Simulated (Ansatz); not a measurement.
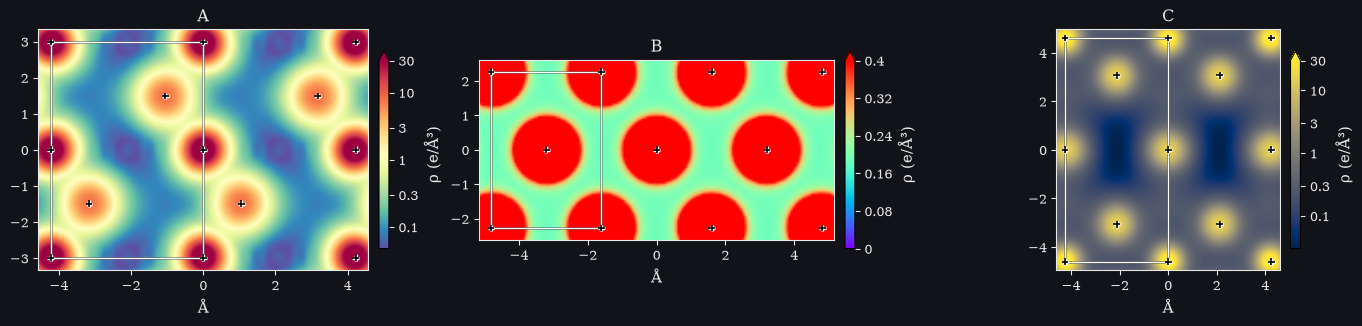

The valence electron density of 3 systems, each on a plane through atoms (crosses mark nuclei in the plane).

All numbers below come from DFT PBEsol, scalar-relativistic, plane waves, PAW in Ansatz.

System 1: Cu$_{2}$O, the (101̄) plane of the conventional cell. Space group Pn-3m; computed without spin polarisation.

```
Cu O
1.0
     4.22235    0.00000    0.00000
     0.00000    4.22235    0.00000
     0.00000    0.00000    4.22235
Cu O
4 2
Direct
  0.25000 0.25000 0.25000
  0.25000 0.75000 0.75000
  0.75000 0.75000 0.25000
  0.75000 0.25000 0.75000
  0.00000 0.00000 0.00000
  0.50000 0.50000 0.50000
```

System 2: Ti, the (110) plane of the conventional cell. Space group Im-3m; computed without spin polarisation.

```
Ti
1.0
     3.21023    0.00000    0.00000
     0.00000    3.21023    0.00000
     0.00000    0.00000    3.21023
Ti
2
Direct
  0.00000 0.00000 0.00000
  0.50000 0.50000 0.50000
```

System 3: CoSn, the (110) plane of the conventional cell. Space group P6/mmm; a structure from a database of computed crystals, not necessarily the ambient phase; changed on purpose from its base cell (volume × 1.06, shape and atoms relaxed); computed pressure about −7 GPa in this cell; computed without spin polarisation.

```
Co Sn
1.0
     5.32209    0.00000    0.00000
    -2.66104    4.60906    0.00000
     0.00000    0.00000    4.25023
Co Sn
3 3
Direct
  0.00000 0.50000 0.00000
  0.50000 0.50000 0.00000
  0.50000 0.00000 0.00000
  0.66667 0.33333 0.50000
  0.33333 0.66667 0.50000
  0.00000 0.00000 0.00000
```

**Which map belongs to which system?**

Panel A is system 1, Cu$_{2}$O: the plane holds Cu and O. Cu–O (1.83 Å): ρ at the midpoint is about 0.87 e/Å³. Panel B is system 2, Ti: the plane holds Ti. Ti–Ti (2.78 Å): ρ is about 0.2 e/Å³ halfway. Panel C is system 3, CoSn: the plane holds Co and Sn. Co–Sn (2.62 Å): ρ is about 0.34 e/Å³ halfway.
